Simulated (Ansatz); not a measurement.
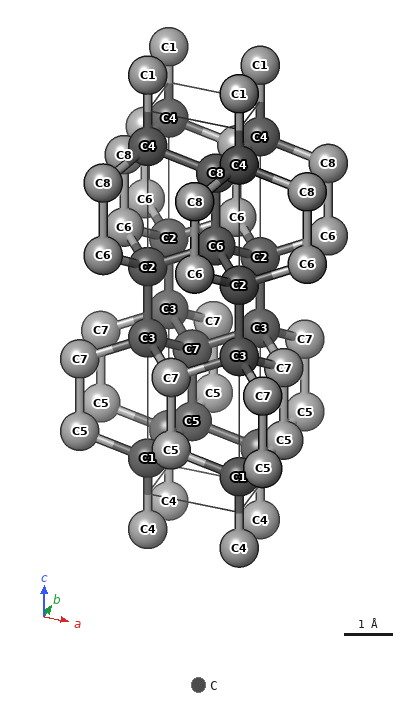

Figure 1. The structure as given in the input (ball-and-stick view of the cell of the calculation, seen slightly off an axis; neighbours outside the cell are drawn fainter; atoms are numbered from 1 in the order of the input). An atom can appear more than once, as a periodic image.

# Two runs on C

System: C (P6₃/mmc, 8 atoms in the cell).
Method of run A: DFT PBE, scalar-relativistic, plane waves, PAW, no spin polarisation (Ansatz 0.2.0).

The structure derives from an entry of the Crystallography Open Database. Text and figures count atoms from 1; the logs count them from 0 in places.

## Input, run A
```yaml
crystal:
  lattice:
    - [2.5180184914, 0.0, 0.0]
    - [-1.2590092457, 2.1806679808, 0.0]
    - [0.0, 0.0, 8.3045881824]
  atoms:
    - { symbol: C, position: [0.0, 0.0, 0.0929681641] }
    - { symbol: C, position: [0.0, 0.0, 0.5929681641] }
    - { symbol: C, position: [0.0, 0.0, 0.4070318359] }
    - { symbol: C, position: [0.0, 0.0, 0.9070318359] }
    - { symbol: C, position: [0.3333333333, 0.6666666667, 0.1555285626] }
    - { symbol: C, position: [0.6666666667, 0.3333333333, 0.6555285626] }
    - { symbol: C, position: [0.3333333333, 0.6666666667, 0.3444714374] }
    - { symbol: C, position: [0.6666666667, 0.3333333333, 0.8444714374] }
basis:
  ecutwfc: 420
kpoints:
  mp_grid: { grid: [12, 12, 4] }
hamiltonian:
  xc: pbe
scf:
  occupations: { method: gaussian, width: 0.05 }
output:
  forces: true
  stress: true
  eigenvalues: true
  write_density: true
  write_potential: true
  elf: true
  volumetric_format: npy
```

Command:
```bash
ansatz run input.yaml --threads 2 --pin off --max-ram 5120MiB --backend cpu --events-out ev --progress --plain --runs-dir out
```

Hardware: 2 threads of Intel Xeon (Sapphire Rapids), 32 GiB of memory available, shared host.

## Output, shortened to warnings, some set-up lines, iterations and results (run A)
```
Basis set: ecut = 420 eV, 909 PW (Γ), exchange–correlation on 36×36×120 points (8 copies of the dense FFT grid, shifted against one another)
Symmetry: 24 space group operations
k-points: 57 of 576
Initial density: superposition of atomic densities (neutral atoms: chi_scale 0, normalization atom), corrected by the library's trained network
[...]
SCF iter   1: F=—  HF=-2006.390607 eV  |F-HF|=—  |Δ(HF+E_count)|=         —  Δρ=2.98e-3  dr2=2.94e-3  ethr=1.77e-3  ⟨swp⟩=5.9  Hψ=6543  notcnv=0  defer=20
SCF iter   2: F=—  HF=-2006.389885 eV  |F-HF|=—  |Δ(HF+E_count)|=   7.23e-4  Δρ=1.28e-3  dr2=2.61e-4  ethr=9.20e-6  ⟨swp⟩=2.1  Hψ=2608  notcnv=0  defer=54
SCF iter   3: F=—  HF=-2006.390032 eV  |F-HF|=—  |Δ(HF+E_count)|=   1.47e-4  Δρ=5.15e-4  dr2=3.23e-5  ethr=8.16e-7  ⟨swp⟩=2.8  Hψ=2110  notcnv=0  defer=54
SCF iter   4: F=—  HF=-2006.390094 eV  |F-HF|=—  |Δ(HF+E_count)|=   6.18e-5  Δρ=8.12e-5  dr2=7.69e-7  ethr=1.01e-7  ⟨swp⟩=2.3  Hψ=2102  notcnv=0  defer=54
SCF iter   5: F=-2006.390095 eV  HF=-2006.390095 eV  |F-HF|=8.47e-9  |Δ(HF+E_count)|=   1.34e-6  Δρ=6.55e-6  dr2=8.17e-9  ethr=2.40e-9  ⟨swp⟩=2.3  Hψ=2059  notcnv=0  defer=54
SCF iter   6: F=-2006.390095 eV  HF=-2006.390095 eV  |F-HF|=5.89e-10  |Δ(HF+E_count)|=   9.81e-9  Δρ=1.20e-6  dr2=2.64e-10  ethr=2.55e-11  ⟨swp⟩=9.8  Hψ=8098  notcnv=0
SCF 1 converged in 6 iterations: F = -2006.390095 eV  dr2 = 2.64e-10
SCF converged after 6 iterations
Free energy (F): -2006.390095 eV
Harris-Foulkes:  -2006.390095 eV  (|F-HF|=5.89e-10)
Internal energy: -2006.390095 eV  (E = F + TS)
E sigma→0 (E₀):  -2006.390095 eV
Fermi energy:    15.625338 eV
--- Per-component energies (eV) ---
  E_band       = 136.856059
  E_kinetic    = 736.725275
  E_local      = -492.904959  (includes V_loc(G=0)·N_el)
  E_nonlocal   = 213.111209
  E_hartree    = 108.235723
  E_xc         = -389.416158
  E_vxc        = -483.425681  (∫ρ·V_xc dr)
  E_paw        = -793.628997  (= ΣΔE_a)
  E_vpaw       = -53.121277  (= ΣTr[D̂ρ^β])
  E_aug_tail   = 0.000070  (compensation charges beyond the density's cutoff)
  E_ewald      = -1388.512258
  E_smearing   = -0.000000  (= −TS)
  E_closure    = 0.000000  (closes the sum)
  Σ components = -2006.390095   (vs F -2006.390095, Δ=0.00e0)
--- Forces (eV/Å), atoms counted from 1 ---
  atom   1  C     -0.00000000    -0.00000000     0.00030653
  atom   2  C      0.00000000     0.00000000     0.00030653
  atom   3  C     -0.00000000    -0.00000000    -0.00030653
  atom   4  C      0.00000000     0.00000000    -0.00030653
  atom   5  C      0.00000000     0.00000000    -0.00028039
  atom   6  C     -0.00000000    -0.00000000    -0.00028039
  atom   7  C     -0.00000000     0.00000000     0.00028039
  atom   8  C     -0.00000000    -0.00000000     0.00028039
  max |Σ_I F_I| component: 7.40e-17 eV/Å
--- Stress (GPa, compression-positive) ---
        0.008383      -0.000000       0.000000
        0.000000       0.008383      -0.000000
        0.000000      -0.000000       0.006249
  P = ⅓ Tr σ = 0.0077 GPa (0.077 kbar)
```

For run B the input was changed thus:
```diff
-  xc: pbe
+  xc: pbesol
-  write_density: true
-  write_potential: true
-  elf: true
-  volumetric_format: npy
```

Predict how the results change.

The total energies belong to different methods, so their difference says nothing on which is more stable or more accurate. The gap on the mesh goes from 4.54 to 4.40 eV. The pressure goes from 0.01 to −6.53 GPa. The functional changes from PBE to PBEsol. Along LDA, PBEsol, PBE and RPBE the binding weakens and the preferred volume grows, so the same cell is under more pressure with the later ones. The number of SCF iterations is the same.

## Output, shortened to warnings, some set-up lines, iterations and results (run B)
```
Basis set: ecut = 420 eV, 909 PW (Γ), exchange–correlation on 36×36×120 points (8 copies of the dense FFT grid, shifted against one another)
Symmetry: 24 space group operations
k-points: 57 of 576
Initial density: superposition of atomic densities (neutral atoms: chi_scale 0, normalization atom), corrected by the library's trained network
[...]
SCF iter   1: F=—  HF=-1973.268416 eV  |F-HF|=—  |Δ(HF+E_count)|=         —  Δρ=6.62e-3  dr2=1.63e-2  ethr=1.77e-3  ⟨swp⟩=5.9  Hψ=6492  notcnv=0  defer=20
SCF iter   2: F=—  HF=-1973.262881 eV  |F-HF|=—  |Δ(HF+E_count)|=   5.53e-3  Δρ=2.55e-3  dr2=2.19e-3  ethr=5.09e-5  ⟨swp⟩=2.3  Hψ=2755  notcnv=0  defer=72
SCF iter   3: F=—  HF=-1973.262319 eV  |F-HF|=—  |Δ(HF+E_count)|=   5.62e-4  Δρ=4.50e-4  dr2=1.41e-4  ethr=6.85e-6  ⟨swp⟩=2.6  Hψ=2155  notcnv=0  defer=31
SCF iter   4: F=—  HF=-1973.262287 eV  |F-HF|=—  |Δ(HF+E_count)|=   3.18e-5  Δρ=1.48e-4  dr2=2.98e-6  ethr=4.40e-7  ⟨swp⟩=2.1  Hψ=1820  notcnv=0  defer=31
SCF iter   5: F=—  HF=-1973.262314 eV  |F-HF|=—  |Δ(HF+E_count)|=   2.65e-5  Δρ=1.20e-5  dr2=2.60e-8  ethr=9.33e-9  ⟨swp⟩=2.7  Hψ=2129  notcnv=0  defer=31
SCF iter   6: F=-1973.262314 eV  HF=-1973.262314 eV  |F-HF|=4.68e-10  |Δ(HF+E_count)|=   1.27e-8  Δρ=2.32e-6  dr2=6.61e-10  ethr=8.11e-11  ⟨swp⟩=5.7  Hψ=5158  notcnv=0
SCF 1 converged in 6 iterations: F = -1973.262314 eV  dr2 = 6.61e-10
SCF converged after 6 iterations
Free energy (F): -1973.262314 eV
Harris-Foulkes:  -1973.262314 eV  (|F-HF|=4.68e-10)
Internal energy: -1973.262314 eV  (E = F + TS)
E sigma→0 (E₀):  -1973.262314 eV
Fermi energy:    15.530454 eV
--- Per-component energies (eV) ---
  E_band       = 135.141872
  E_kinetic    = 734.229315
  E_local      = -489.805515  (includes V_loc(G=0)·N_el)
  E_nonlocal   = 213.328287
  E_hartree    = 106.374177
  E_xc         = -386.571328
  E_vxc        = -481.339914  (∫ρ·V_xc dr)
  E_paw        = -762.473870  (= ΣΔE_a)
  E_vpaw       = -54.018794  (= ΣTr[D̂ρ^β])
  E_aug_tail   = 0.000074  (compensation charges beyond the density's cutoff)
  E_ewald      = -1388.512258
  E_core_change = 0.168804  (= ΣΔE_core)
  E_smearing   = -0.000000  (= −TS)
  E_closure    = -0.000000  (closes the sum)
  Σ components = -1973.262314   (vs F -1973.262314, Δ=0.00e0)
--- Forces (eV/Å), atoms counted from 1 ---
  atom   1  C     -0.00000000    -0.00000000    -0.00479264
  atom   2  C     -0.00000000     0.00000000    -0.00479264
  atom   3  C     -0.00000000    -0.00000000     0.00479264
  atom   4  C     -0.00000000     0.00000000     0.00479264
  atom   5  C     -0.00000000     0.00000000    -0.00453995
  atom   6  C      0.00000000    -0.00000000    -0.00453995
  atom   7  C     -0.00000000     0.00000000     0.00453995
  atom   8  C      0.00000000    -0.00000000     0.00453995
  max |Σ_I F_I| component: 2.78e-16 eV/Å
--- Stress (GPa, compression-positive) ---
       -6.589226      -0.000000       0.000000
       -0.000000      -6.589226      -0.000000
        0.000000      -0.000000      -6.400479
  P = ⅓ Tr σ = -6.5263 GPa (-65.263 kbar)
```

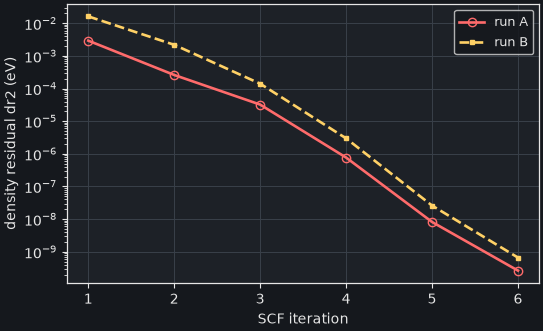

Figure 2. Convergence of the two runs: density residual dr2 against the SCF iteration. Run A takes 6 iterations in all, and run B takes 6.

## The two runs side by side

| quantity | run A | run B |
| --- | --- | --- |
| outcome | converged | converged |
| free energy per atom (eV) | −250.7988 | −246.6578 |
| gap on the mesh (eV) | 4.54 | 4.40 |
| pressure (GPa) | 0.01 | −6.53 |
| largest force (eV/Å) | 0.000 | 0.005 |
| SCF iterations | 6 | 6 |
| irreducible k-points | 57 | 57 |
| plane waves at Γ | 909 | 909 |
| wall time (shared host) | 1.5 s | 1.4 s |

For run B: The cell is under a tension of 6.5 GPa at this level, so it is not at its equilibrium volume.
